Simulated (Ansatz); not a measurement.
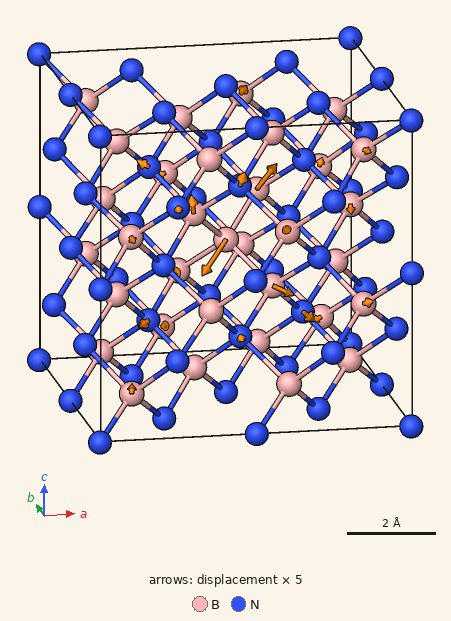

This is a relaxation of a defect cell of composition B33N31. The starting structure is drawn; orange arrows show the displacements, magnified 5 times.

Style: ball-and-stick. Shown: the cell of the calculation, reduced to other axes (origin shifted), slightly off an axis. Lengths and directions refer to the drawn axes.

The atoms of the start lie slightly off their symmetric places, so part of the fall in energy undoes that.

These are results of Ansatz, DFT, PBEsol, PAW, plane waves, not measurements. Settings: plane-wave cutoff 420 eV; k-point mesh 1 × 1 × 1; mesh shifted by (0.25, 0.25, 0.25); no spin polarisation; atoms relaxed in a fixed cell; force threshold 0.03 eV/Å; at most 80 steps.

**Which element moves most?**

Boron: up to 0.22 Å, against 0.09 Å for nitrogen.

**What did the optimiser do to the structure, and how much energy did it gain?**

Over 10 accepted moves (11 points after the start) the energy falls by 2.716 eV per cell of the calculation. The largest force component goes from 3.3 to 0.017 eV/Å. The line search rejected the trial step at point 2 of the run. The atom that moves furthest is a B atom (0.22 Å along [−3 −2 −3]). Largest moves by element: B 0.22 Å, N 0.09 Å. The cell doesn't change. Near-neighbour distances that change, for instance: B–B 1.548 → 1.937 Å, B–N 1.503 → 1.607 Å, B–N 1.611 → 1.515 Å, B–N 1.626 → 1.550 Å. Bond angles that change, for instance: B–B–N 108.7° → 95.7°, B–B–N 108.1° → 95.9°, B–B–B 109.1° → 99.0°.

Limits of the set-up: the periodic images lie only 7.2 Å apart, so the values are limited by the cell's size.
